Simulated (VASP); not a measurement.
```
Cd Te
1.0
     6.41000    0.00000    0.00000
     0.00000    4.53255    0.00000
     0.00000    0.00000   35.59766
Cd Te
7 7
Direct
  0.50000 0.50000 0.30901
  0.00000 0.00000 0.37267
  0.50000 0.50000 0.43634
  0.00000 0.00000 0.50000
  0.50000 0.50000 0.56366
  0.00000 0.00000 0.62733
  0.50000 0.50000 0.69099
  0.75000 0.00000 0.30901
  0.25000 0.50000 0.37267
  0.75000 0.00000 0.43634
  0.25000 0.50000 0.50000
  0.75000 0.00000 0.56366
  0.25000 0.50000 0.62733
  0.75000 0.00000 0.69099
```

Not relaxed (largest force 0.9 eV/Å).

These are results of Kohn-Sham DFT of a periodic cell, PBEsol, VASP PAW PBE potentials, recommended in VASP, not measurements.

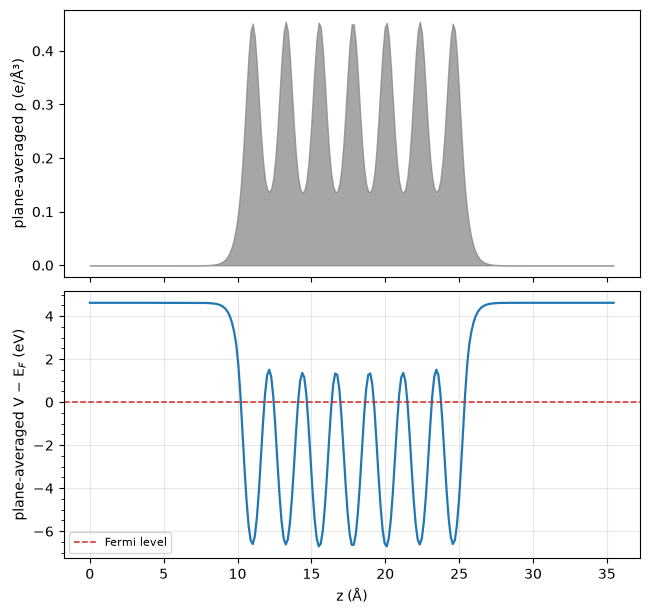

CdTe (slab). Plane average of the electrostatic potential energy of an electron and of the valence electron density across the slab.

In a PAW calculation such maps are meaningful between the atoms, not at the nuclei.

> How far above the Fermi level of the calculation is the vacuum level?

4.6 eV. The slab has a gap, so the Fermi level lies inside it and this isn't a work function in the metallic sense.

> What are the slab's thickness and the vacuum gap?

The outermost nuclei are 13.6 Å apart, in 7 atomic planes; the vacuum between periodic images is 22.0 Å wide.
